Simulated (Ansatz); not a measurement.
## Run report: AlCu4, geometry relaxation (part 1 of 2)

The run: geometry relaxation of AlCu4 (P2₁3, 20 atoms in the cell). Method and program: DFT r2SCAN, scalar-relativistic, plane waves, PAW, no spin polarisation (Ansatz 0.2.0).

The structure derives from a Materials Project entry. It belongs to a series of runs on one base structure; here: volume × 1.03, shape and atoms relaxed.

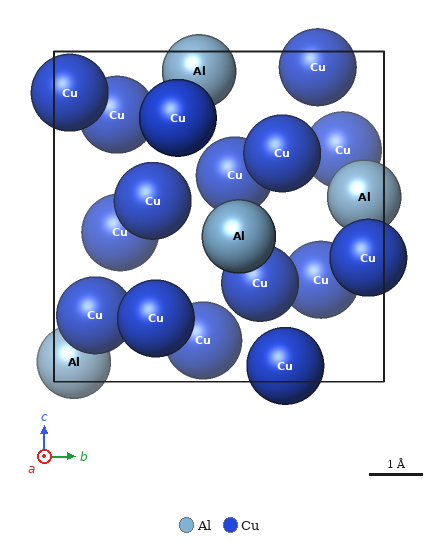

Fig. 1: The starting structure (spheres-only view of the cell of the calculation, along the a axis). An atom can appear more than once, as a periodic image.

The input
```yaml
crystal:
  lattice:
    - [6.3079109284, 0.0, 0.0]
    - [0.0, 6.3079109284, 0.0]
    - [0.0, 0.0, 6.3079109284]
  atoms:
    - { symbol: Al, position: [0.4397835756, 0.9397835756, 0.5602164244] }
    - { symbol: Al, position: [0.9397835756, 0.5602164244, 0.4397835756] }
    - { symbol: Al, position: [0.5602164244, 0.4397835756, 0.9397835756] }
    - { symbol: Al, position: [0.0602164244, 0.0602164244, 0.0602164244] }
    - { symbol: Cu, position: [0.8086417843, 0.3086417843, 0.1913582157] }
    - { symbol: Cu, position: [0.3086417843, 0.1913582157, 0.8086417843] }
    - { symbol: Cu, position: [0.1913582157, 0.8086417843, 0.3086417843] }
    - { symbol: Cu, position: [0.6913582157, 0.6913582157, 0.6913582157] }
    - { symbol: Cu, position: [0.0476733773, 0.8753687796, 0.7008690782] }
    - { symbol: Cu, position: [0.2991309218, 0.5476733773, 0.6246312204] }
    - { symbol: Cu, position: [0.3753687796, 0.7991309218, 0.9523266227] }
    - { symbol: Cu, position: [0.5476733773, 0.6246312204, 0.2991309218] }
    - { symbol: Cu, position: [0.7991309218, 0.9523266227, 0.3753687796] }
    - { symbol: Cu, position: [0.8753687796, 0.7008690782, 0.0476733773] }
    - { symbol: Cu, position: [0.9523266227, 0.3753687796, 0.7991309218] }
    - { symbol: Cu, position: [0.7008690782, 0.0476733773, 0.8753687796] }
    - { symbol: Cu, position: [0.6246312204, 0.2991309218, 0.5476733773] }
    - { symbol: Cu, position: [0.4523266227, 0.1246312204, 0.2008690782] }
    - { symbol: Cu, position: [0.2008690782, 0.4523266227, 0.1246312204] }
    - { symbol: Cu, position: [0.1246312204, 0.2008690782, 0.4523266227] }
basis:
  ecutwfc: 500
kpoints:
  mp_grid: { grid: [6, 6, 6] }
hamiltonian:
  xc: r2scan
scf:
  occupations: { method: gaussian, width: 0.1 }
output:
  forces: true
  stress: true
  eigenvalues: true
  write_density: true
  write_potential: true
  elf: true
  volumetric_format: npy
relax:
  adjacent_minimum: "off"
  f_tol: 0.01
  max_steps: 30
```

Machine: 4 threads of Oxide Virtual Turin-like (Zen 5), 32 GiB of memory available, shared host.

Command:
```bash
ansatz run input.yaml --threads 4 --pin off --max-ram 10240MiB --backend cpu --events-out ev --progress --plain --runs-dir out
```

What the program printed
```
Warning: output.stress: scf.convergence.dr2_threshold = 1e-7 eV (the SCF's general default) is looser than the 2e-9 eV advised for a printed stress (1e-10 eV for each atom of the cell: 20). What an SCF threshold leaves in a stress goes as its square root, and in the free energy as the threshold itself, and one threshold admits the most on a small cell: of the crystals measured, under no hybrid functional and no lock of the moments, on runs that ended without the residual-converged pass, on stresses that held no estimate of that error, the worst erred by over 100 MPa in a component at 1e-7 eV an atom and by under 5 at 1e-10. Every solve of this run answers to scf.convergence.dr2_threshold, and the tensor of one is reported: a single SCF on the reported geometry and on this run's grids (its basis.xc_grid and basis.ecutrho_ratio typed), with scf.convergence.dr2_threshold at 2e-9 eV or tighter, prints it and tightens no other solve. Else set scf.convergence.dr2_threshold to 2e-9 eV or tighter. The threshold is an SCF's pass mark: one that does not reach it within its budget of iterations ends unconverged, or closes short of it on a stop that the run arms, and scf.convergence.dr2_threshold's page says what that costs each kind of run
Engine: ansatz 0.2.0, x86_64-unknown-linux-gnu
Pseudopotentials: kind: paw
Pseudopotential: Al, paw, valence charge 3, recommended cutoff 500 eV (meta_gga), Al.paw.azcp
Pseudopotential: Cu, paw, valence charge 19, recommended cutoff 500 eV (meta_gga), Cu.paw.azcp
Functional definition: r2SCAN
  parameter k0 = 0.174
  parameter k1 = 0.065
  parameter a1 = 4.9479
  exchange = r2scan_x(k0 = k0, k1 = k1, a1 = a1)
  correlation = r2scan_c
Crystal: 20 atoms, lattice volume = 250.990 Å³
Basis set: ecut = 500 eV, 6403 PW (Γ), exchange–correlation on 192×192×192 points (64 copies of the dense FFT grid, shifted against one another)
Bands: 190, of which v1, the nominal top of the filled ones, is band 158 counted from 1 (157 counted from 0)
Symmetry: 12 space group operations
Space group: P213 (ITA 198), of the structure as read, at distance tolerance 6.3e-5 Å
k-points: 24 of 216 (time reversal used)
Non-local potential: Al, projectors of the file, l = 0: 2, l = 1: 2, l = 2: 1
Non-local potential: Cu, projectors of the file, l = 0: 3, l = 1: 2, l = 2: 3, l = 3: 1
PAW form: soft (Blöchl's): semilocal exchange-correlation on the pseudo side does not see the compensation charge
PAW frozen core: Al, regenerated for the run's functional (the file was generated under x = pbe(κ = 0.804, μ = 0.2195149727645171), c = pbe(β = 0.06672455060314922))
PAW frozen core: Cu, regenerated for the run's functional (the file was generated under x = pbe(κ = 0.804, μ = 0.2195149727645171), c = pbe(β = 0.06672455060314922))
PAW one-centre angular grid: Al, 302 points (default); XC on 160 Gauss nodes
PAW one-centre angular grid: Cu, 590 points (default); XC on 160 Gauss nodes
Initial density: superposition of atomic densities (neutral atoms: chi_scale 0, normalization atom), corrected by the library's trained network
Initial wavefunctions: pseudopotential atomic-orbital guess
Functional: x = r2scan, c = r2scan; τ floored in thin density (d = 2e-4 eV/Å³)
SCF iter   1: F=—  HF=-108264.215402 eV  |F-HF|=—  |Δ(HF+E_count)|=         —  Δρ=3.88e-2  dr2=2.26e0  dr2_τ=3.99e-2  ethr=1.77e-3  ⟨swp⟩=5.0  Hψ=16276  notcnv=0  defer=161
preconditioner: auto → Kerker (q_TF=auto, 2.835 Å⁻¹)  [metal: Δε(μ)=0.041 eV  Ē_g=9.496 eV  σ=0.100 eV  W_gap=0.23  n_scr=92 (ndim 8)  ℏωp=32.1 eV  f_vac=0.000  D(μ)=4.92/eV (n_scr^D=26)]
SCF iter   2: F=—  HF=-108264.082275 eV  |F-HF|=—  |Δ(HF+E_count)|=   1.33e-1  Δρ=1.54e-2  dr2=2.52e-1  dr2_τ=2.06e-2  ethr=7.15e-4  ⟨swp⟩=2.0  Hψ=7503  notcnv=0  defer=601
SCF iter   3: F=—  HF=-108263.910724 eV  |F-HF|=—  |Δ(HF+E_count)|=   1.72e-1  Δρ=8.38e-3  dr2=1.46e-1  dr2_τ=7.28e-4  ethr=7.99e-5  ⟨swp⟩=2.0  Hψ=7822  notcnv=0  defer=601
SCF iter   4: F=—  HF=-108263.878068 eV  |F-HF|=—  |Δ(HF+E_count)|=   3.27e-2  Δρ=2.34e-3  dr2=1.45e-2  dr2_τ=1.78e-4  ethr=4.60e-5  ⟨swp⟩=1.0  Hψ=5258  notcnv=0  defer=599
SCF iter   5: F=—  HF=-108263.879898 eV  |F-HF|=—  |Δ(HF+E_count)|=   1.83e-3  Δρ=2.56e-3  dr2=9.73e-3  dr2_τ=7.45e-5  ethr=4.59e-6  ⟨swp⟩=2.0  Hψ=7367  notcnv=0  defer=599
SCF iter   6: F=—  HF=-108263.880842 eV  |F-HF|=—  |Δ(HF+E_count)|=   9.44e-4  Δρ=5.41e-4  dr2=1.27e-3  dr2_τ=1.04e-5  ethr=3.08e-6  ⟨swp⟩=2.0  Hψ=7744  notcnv=0  defer=599
SCF iter   7: F=—  HF=-108263.881146 eV  |F-HF|=—  |Δ(HF+E_count)|=   3.04e-4  Δρ=3.63e-4  dr2=2.88e-4  dr2_τ=2.15e-6  ethr=4.01e-7  ⟨swp⟩=2.0  Hψ=6209  notcnv=0  defer=599
SCF iter   8: F=—  HF=-108263.881330 eV  |F-HF|=—  |Δ(HF+E_count)|=   1.85e-4  Δρ=7.65e-5  dr2=3.14e-5  dr2_τ=1.82e-7  ethr=9.12e-8  ⟨swp⟩=2.0  Hψ=6215  notcnv=0  defer=599
SCF iter   9: F=—  HF=-108263.881335 eV  |F-HF|=—  |Δ(HF+E_count)|=   4.28e-6  Δρ=4.62e-5  dr2=6.98e-6  dr2_τ=3.49e-8  ethr=9.95e-9  ⟨swp⟩=2.0  Hψ=6212  notcnv=0  defer=599
SCF iter  10: F=-108263.881334 eV  HF=-108263.881334 eV  |F-HF|=4.46e-8  |Δ(HF+E_count)|=   3.99e-7  Δρ=8.88e-6  dr2=1.29e-7  dr2_τ=2.11e-9  ethr=7.91e-10  ⟨swp⟩=13.3  Hψ=40193  notcnv=0
SCF 1 converged in 10 iterations: F = -108263.881334 eV  dr2 = 1.29e-7
  greatest PAW one-centre occupation: 1.000 electrons in one spin orbital (limit 2), on the Cu atom at site 19 (counted from 0), in its partial waves of l = 0
relax step   1: F+E_penalty+E_count = -108263.88133428 eV  Δ(F+E_penalty+E_count) = +0.000e0 eV  max|allowed force component| = 1.224e-2 eV/Å  Δτ_max = 0.0000 Å  (10 SCF iters, dr2 threshold 2.50e-6 eV, accepted)
Initial density: handed on by an earlier stage of this run
Initial wavefunctions: those handed on with the density
iter 1 solved again at ethr=9.05e-9 eV; its pass at ethr=3.10e-3 eV (dr2=2.86e-5 eV) is discarded
SCF iter   1: F=—  HF=-108263.880862 eV  |F-HF|=—  |Δ(HF+E_count)|=         —  Δρ=1.50e-4  dr2=2.81e-5  dr2_τ=7.82e-4  ethr=9.05e-9  ⟨swp⟩=2.0  Hψ=12942  notcnv=0
preconditioner: auto → Kerker (q_TF=auto, 2.835 Å⁻¹)  [metal: Δε(μ)=0.057 eV  Ē_g=9.286 eV  σ=0.100 eV  W_gap=0.31  n_scr=92 (ndim 8)  ℏωp=32.1 eV  f_vac=0.001  D(μ)=4.94/eV (n_scr^D=26)]
SCF iter   2: F=—  HF=-108263.881469 eV  |F-HF|=—  |Δ(HF+E_count)|=   6.07e-4  Δρ=7.69e-5  dr2=1.13e-5  dr2_τ=6.55e-7  ethr=8.89e-9  ⟨swp⟩=2.2  Hψ=7768  notcnv=0
SCF iter   3: F=—  HF=-108263.881467 eV  |F-HF|=—  |Δ(HF+E_count)|=   1.49e-6  Δρ=4.79e-5  dr2=4.67e-6  dr2_τ=2.20e-8  ethr=3.58e-9  ⟨swp⟩=2.0  Hψ=7167  notcnv=0
SCF iter   4: F=—  HF=-108263.881470 eV  |F-HF|=—  |Δ(HF+E_count)|=   2.29e-6  Δρ=8.55e-5  dr2=1.13e-5  dr2_τ=7.09e-8  ethr=1.48e-9  ⟨swp⟩=2.0  Hψ=7752  notcnv=0  recentre
SCF iter   5: F=—  HF=-108263.881467 eV  |F-HF|=—  |Δ(HF+E_count)|=   2.37e-6  Δρ=8.59e-6  dr2=1.21e-7  dr2_τ=4.30e-9  ethr=1.48e-9  ⟨swp⟩=2.0  Hψ=7747  notcnv=0
SCF iter   6: F=—  HF=-108263.881467 eV  |F-HF|=—  |Δ(HF+E_count)|=   4.74e-8  Δρ=9.71e-6  dr2=1.33e-7  dr2_τ=1.58e-9  ethr=3.16e-11  ⟨swp⟩=10.2  Hψ=28826  notcnv=0
SCF iter   7: F=-108263.881467 eV  HF=-108263.881467 eV  |F-HF|=4.74e-9  |Δ(HF+E_count)|=   3.74e-8  Δρ=1.60e-6  dr2=7.28e-9  dr2_τ=5.47e-11  ethr=3.16e-11  ⟨swp⟩=5.2  Hψ=24513  notcnv=0
SCF 2 converged in 7 iterations: F = -108263.881467 eV  dr2 = 7.28e-9
  greatest PAW one-centre occupation: 1.000 electrons in one spin orbital (limit 2), on the Cu atom at site 17 (counted from 0), in its partial waves of l = 0
relax step   2: F+E_penalty+E_count = -108263.88146741 eV  Δ(F+E_penalty+E_count) = -1.331e-4 eV  max|allowed force component| = 7.967e-3 eV/Å  Δτ_max = 0.0009 Å  (7 SCF iters, accepted)
iter 1 solved again at ethr=2.30e-12 eV; its pass at ethr=3.10e-3 eV (dr2=7.28e-9 eV) is discarded
SCF iter   1: F=—  HF=-108263.881467 eV  |F-HF|=—  |Δ(HF+E_count)|=         —  Δρ=1.60e-6  dr2=7.28e-9  dr2_τ=5.47e-11  ethr=2.30e-12  ⟨swp⟩=2.0  Hψ=15510  notcnv=0
preconditioner: auto → Kerker (q_TF=auto, 2.835 Å⁻¹)  [metal: Δε(μ)=0.057 eV  Ē_g=9.285 eV  σ=0.100 eV  W_gap=0.31  n_scr=92 (ndim 8)  ℏωp=32.1 eV  f_vac=0.001  D(μ)=4.94/eV (n_scr^D=26)]
SCF iter   2: F=-108263.881467 eV  HF=-108263.881467 eV  |F-HF|=3.33e-9  |Δ(HF+E_count)|=  4.07e-10  Δρ=1.41e-6  dr2=3.97e-9  dr2_τ=3.89e-11  ethr=2.30e-12  ⟨swp⟩=6.0  Hψ=21979  notcnv=0
SCF 3 converged in 2 iterations: F = -108263.881467 eV  dr2 = 3.97e-9
```

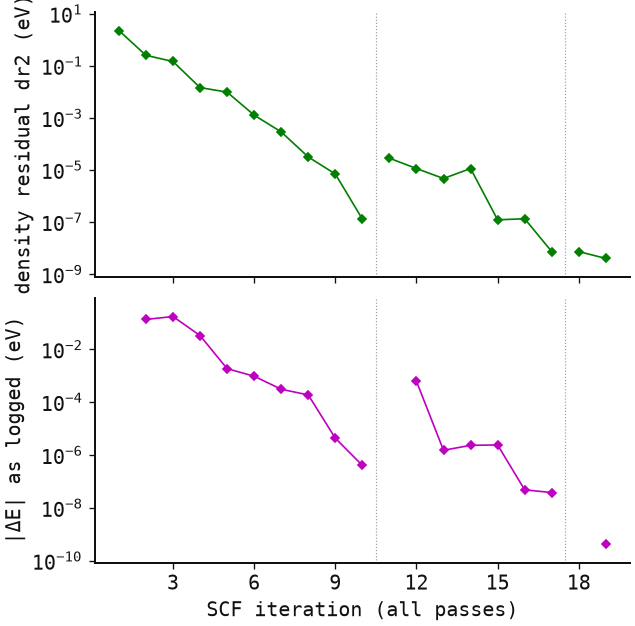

Fig. 2: Convergence of the self-consistent field: density residual dr2 and size of the energy change against the SCF iteration. Dotted lines part the SCF passes that the log prints in full.

```
SCF converged after 2 iterations
Free energy (F): -108263.881467 eV
Harris-Foulkes:  -108263.881467 eV  (|F-HF|=3.33e-9)
Internal energy: -108263.856767 eV  (E = F + TS)
E sigma→0 (E₀):  -108263.869117 eV
Entropy (-TS):   -0.024700 eV (-1.235 meV/atom)
Fermi energy:    14.402893 eV
--- Per-component energies (eV) ---
  E_band       = -6760.066698
  E_kinetic    = 4889.285455
  E_local      = -73357.100753  (includes V_loc(G=0)·N_el)
  E_nonlocal   = 6357.639028
  E_hartree    = 32595.610105
  E_xc         = -1489.055183
  E_vxc        = -2123.544086  (∫ρ·V_xc dr)
  E_paw        = -28740.246359  (= ΣΔE_a)
  E_vpaw       = -7867.745845  (= ΣTr[D̂ρ^β])
  E_aug_tail   = 0.002358  (compensation charges beyond the density's cutoff)
  E_vtau       = 150.184384  (kinetic-family band-sum trace: ∫τ·v_τ [+ j·A + Jᵃ·Aᵃ] dr)
  E_ewald      = -48514.933257
  E_core_change = -5.058160  (= ΣΔE_core)
  E_smearing   = -0.024700  (= −TS)
  E_closure    = 0.000000  (closes the sum)
  Σ components = -108263.881467   (vs F -108263.881467, Δ=0.00e0)
--- Forces (eV/Å), atoms counted from 1 ---
  atom   1  Al    -0.00252575    -0.00252575     0.00252575
  atom   2  Al    -0.00252575     0.00252575    -0.00252575
  atom   3  Al     0.00252575    -0.00252575    -0.00252575
  atom   4  Al     0.00252575     0.00252575     0.00252575
  atom   5  Cu    -0.00329350    -0.00329350     0.00329350
  atom   6  Cu    -0.00329350     0.00329350    -0.00329350
  atom   7  Cu     0.00329350    -0.00329350    -0.00329350
  atom   8  Cu     0.00329350     0.00329350     0.00329350
  atom   9  Cu     0.00410985    -0.00037128    -0.00797459
  atom  10  Cu     0.00797459     0.00410985     0.00037128
  atom  11  Cu    -0.00037128     0.00797459    -0.00410985
  atom  12  Cu     0.00410985     0.00037128     0.00797459
  atom  13  Cu     0.00797459    -0.00410985    -0.00037128
  atom  14  Cu    -0.00037128    -0.00797459     0.00410985
  atom  15  Cu    -0.00410985    -0.00037128     0.00797459
  atom  16  Cu    -0.00797459     0.00410985    -0.00037128
  atom  17  Cu     0.00037128     0.00797459     0.00410985
  atom  18  Cu    -0.00410985     0.00037128    -0.00797459
  atom  19  Cu    -0.00797459    -0.00410985     0.00037128
  atom  20  Cu     0.00037128    -0.00797459    -0.00410985
  max |Σ_I F_I| component: 4.08e-17 eV/Å
--- Stress (GPa, compression-positive) ---
       -3.980646       0.000000      -0.000000
        0.000000      -3.980646       0.000000
       -0.000000      -0.000000      -3.980646
  P = ⅓ Tr σ = -3.9806 GPa (-39.806 kbar)
--- Band table (eV; the first three rows and the last of 24) ---
  k-point 0: bands = ["-102.5958", "-102.5958", "-102.5958", "-102.5958", "-102.0404", "-102.0372", "-102.0372", "-102.0372", "-102.0368", "-102.0368", "-102.0368", "-102.0350", "-102.0350", "-102.0350", "-102.0344", "-102.0344", "-58.4502", "-58.4502", "-58.4502", "-58.4498", "-58.4498", "-58.4497", "-58.4497", "-58.4497", "-58.3243", "-58.3240", "-58.3240", "-58.3240", "-57.9214", "-57.9214", "-57.9214", "-57.9171", "-57.9154", "-57.9154", "-57.9154", "-57.9138", "-57.9138", "-57.9056", "-57.9056", "-57.9056",
      "-57.8816", "-57.8816", "-57.8816", "-57.8777", "-57.8711", "-57.8711", "-57.8711", "-57.8655", "-57.8655", "-57.8632", "-57.8632", "-57.8632", "-57.8050", "-57.8019", "-57.8019", "-57.8019", "-57.7845", "-57.7845", "-57.7845", "-57.7765", "-57.7765", "-57.7715", "-57.7715", "-57.7715", "3.9714", "7.1076", "7.1076", "7.1076", "8.0961", "8.0961", "8.0961", "9.2789", "9.2789", "9.2789", "9.7215", "9.7215", "9.7215", "9.8118", "9.8118", "9.8156",
      "10.0001", "10.0001", "10.0001", "10.3345", "10.3684", "10.3684", "10.3684", "10.4354", "10.4354", "10.5387", "10.5528", "10.5528", "10.5528", "10.6376", "10.6376", "10.6583", "10.6583", "10.6583", "10.7662", "10.7662", "10.7662", "10.9490", "10.9490", "10.9490", "11.0864", "11.0864", "11.0864", "11.1738", "11.2038", "11.2038", "11.3045", "11.3045", "11.3045", "11.4076", "11.4249", "11.4249", "11.4249", "11.5174", "11.5174", "11.5174",
      "11.5740", "11.5740", "11.5740", "11.7197", "11.7197", "11.8876", "11.8876", "11.8876", "11.9329", "11.9467", "11.9467", "11.9467", "11.9556", "11.9556", "12.0223", "12.0223", "12.0223", "12.1229", "12.1229", "12.1229", "12.2316", "12.2316", "12.2455", "12.2455", "12.2455", "12.4480", "12.4480", "12.4480", "12.5545", "12.5545", "12.5545", "13.4969", "13.6489", "13.6489", "13.6489", "13.9265", "13.9265", "13.9265", "14.0882", "14.0882",
      "14.8494", "14.8494", "14.8494", "17.6878", "17.6878", "17.6878", "17.8605", "17.9036", "17.9036", "17.9036", "18.9628", "21.5881", "21.5881", "21.6956", "21.6956", "21.6956", "21.9517", "23.7937", "23.7937", "23.7937", "23.8483", "23.8483", "24.2767", "24.2767", "24.2767", "24.5420", "24.5420", "24.5420", "24.9766", "24.9766"]
```
